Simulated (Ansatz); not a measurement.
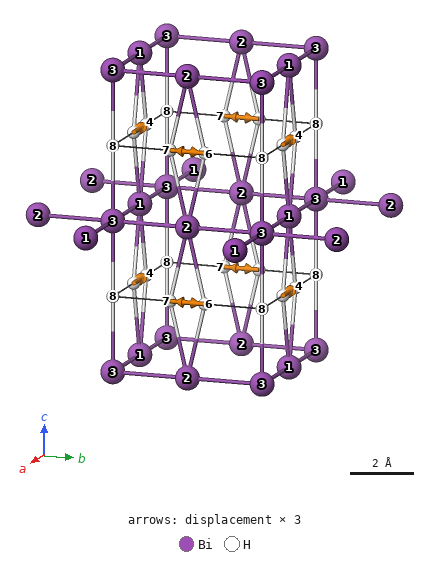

This is a relaxation of solid Bi$_{3}$H$_{5}$ (a generated structure, set up in P4/mmm) (coarse preliminary run). The starting structure is drawn; orange arrows show the displacements (the part carried along by the change of the cell is left out), magnified 3 times.

The picture is a ball-and-stick view of the cell of the calculation, seen slightly off an axis.

These are results of DFT PBE, scalar-relativistic, plane waves, PAW (Ansatz 0.2.0), not measurements.

Input file:
```yaml
crystal:
  lattice:
    - [5.05868248, 0.0, 0.0]
    - [0.0, 5.05868248, 0.0]
    - [0.0, 0.0, 4.939251]
  atoms:
    - { symbol: Bi, position: [0.5, 0.0, 0.5] }
    - { symbol: Bi, position: [0.0, 0.5, 0.5] }
    - { symbol: Bi, position: [0.0, 0.0, 0.5] }
    - { symbol: H, position: [0.3836585, 0.0, 0.0] }
    - { symbol: H, position: [0.6163415, 0.0, 0.0] }
    - { symbol: H, position: [0.0, 0.6163415, 0.0] }
    - { symbol: H, position: [0.0, 0.3836585, 0.0] }
    - { symbol: H, position: [0.0, 0.0, 0.0] }
basis:
  ecutwfc: 420
kpoints:
  mp_grid: { grid: [4, 4, 4] }
hamiltonian:
  xc: pbe
scf:
  occupations: { method: gaussian, width: 0.1 }
  lower_state_search: "off"
output:
  forces: true
  stress: true
  eigenvalues: true
relax:
  adjacent_minimum: "off"
  f_tol: 0.04
  max_steps: 70
  cell: { stress_tol: 0.4 }
```

Run as
```bash
ansatz run input.yaml --threads 1 --pin off --max-ram 2560MiB --backend cpu --events-out ev --progress --plain --runs-dir out
```

**Atoms of which element are displaced furthest, and by how much?**

Hydrogen: up to 0.35 Å, against 0.00 Å for bismuth.

**What did the optimiser do to the structure, and how much energy did it gain?**

The largest moves relative to the cell, 0.35 Å, are those of H4, H5, H6 and H7. H5 goes along −a. Bi stays in place. Cell: a = b 5.059 → 6.442 Å (+27.3 %), c 4.939 → 4.751 Å (−3.8 %). Volume +56.0 %. Near-neighbour distances that change, for instance: Bi1–Bi3 2.529 → 3.221 Å, H4–H5 1.177 → 0.797 Å, Bi1–H4 2.539 → 2.409 Å, Bi3–H8 2.470 → 2.375 Å. The space group stays P4/mmm (No. 123). Over 10 accepted moves (12 points after the start) the energy falls by 7.081 eV per cell of the calculation. Largest force component: 2.6 eV/Å at the start, 0.033 eV/Å at the end. The pressure goes from 26.76 to 0.02 GPa. The SCF was repeated twice at an unchanged geometry on a basis and grid sized afresh for the cell, which shifted the energy by 0.200 eV per cell of the calculation at most. The run took 63 s on 1 thread of Intel(R) Xeon(R) CPU @ 2.60GHz (Ice Lake), on a shared host, peak memory 0.51 GiB.

Limits of the set-up: layers or molecules are held without a dispersion correction, so their spacing is unreliable.
